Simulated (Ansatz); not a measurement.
## GaN (P6_3mc): refractive index against wavelength

The refractive index of GaN (P6_3mc) along x below the direct gap (1.96 eV on the mesh) is read from one computed spectrum, n = √(Re ε). x, y and z are the Cartesian axes of the input cell.

The structure is hexagonal, space group P6_3mc (No. 186). The conventional cell has a = 3.180 Å, b = 3.180 Å, c = 5.166 Å, α = 90.00°, β = 90.00°, γ = 120.00°. Ga on site b has 4 N at 1.94 to 1.95 Å as nearest neighbours. N on site b has 4 Ga at 1.94 to 1.95 Å as nearest neighbours.

Method: Ansatz 0.2.0, PBE, independent particles, k-mesh 9×9×5 with interpolation inside its cells, Gaussian parameter 0.1 eV.

Launch of the response step: `ansatz run input.yaml --threads 4 --pin off --max-ram 8192MiB --backend cpu --events-out ev --progress --plain --runs-dir out`. The run took 25 s, on 4 threads of Arm Neoverse V2, with other jobs on the host.

| wavelength (nm) | photon energy E (eV) | n |
| --- | --- | --- |
| 3000 | 0.413 | 2.4297 |
| 2000 | 0.620 | 2.4361 |
| 1550 | 0.800 | 2.4440 |
| 1310 | 0.946 | 2.4524 |
| 1064 | 1.165 | ? |

In the single-oscillator model n² − 1 = E₀E_d/(E₀² − E²), so 1/(n² − 1) = E₀/E_d − E²/(E₀E_d) is linear in E².

Working, on the rows shown:

| x = E² (eV²) | y = 1/(n² − 1) |
| --- | --- |
| 0.170801 | 0.203938 |
| 0.384302 | 0.202651 |
| 0.639837 | 0.20108 |
| 0.895757 | 0.199431 |

Means: x̄ = 0.52267, ȳ = 0.20178. Σ(x − x̄)(y − ȳ) = -0.001838, Σ(x − x̄)² = 0.2959. Slope = -0.001838 / 0.2959 = -0.006213; intercept = ȳ − slope · x̄ = 0.20502. Turned back into n, the line misses the rows shown by at most 0.00017.

Problem. Predict the last column of the withheld row from the fit.

Solution. At x = 1.3578 the line gives y = 0.19659, that is 2.4672. The run gave 2.4686, so the extrapolation is off by 0.0014, 4 % of the range in the table.

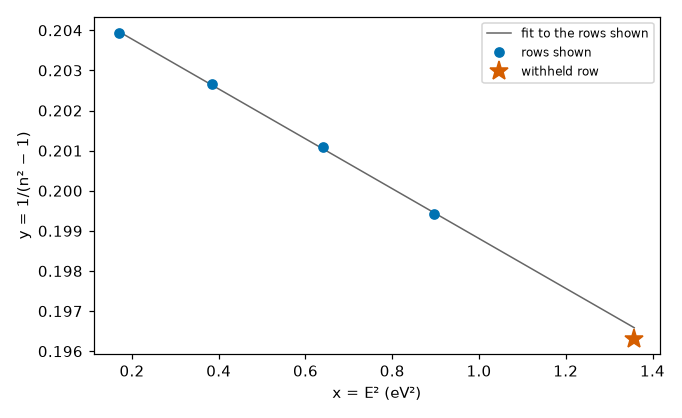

Refitted with all rows, the slope is -0.006429 and the intercept 0.20512. These give E₀ = √(intercept/−slope) = 5.65 eV and E_d = E₀/intercept = 27.5 eV; E₀ is 2.9 times the direct gap. The electronic limit at long wavelengths, without lattice vibrations, is n = √(1 + 1/intercept) = 2.424. The cell comes from an older database entry, whose edges can be off by a per cent or so. Excitons are left out and so are local fields; PBE gaps are as a rule too small. Spin-orbit coupling is left out.
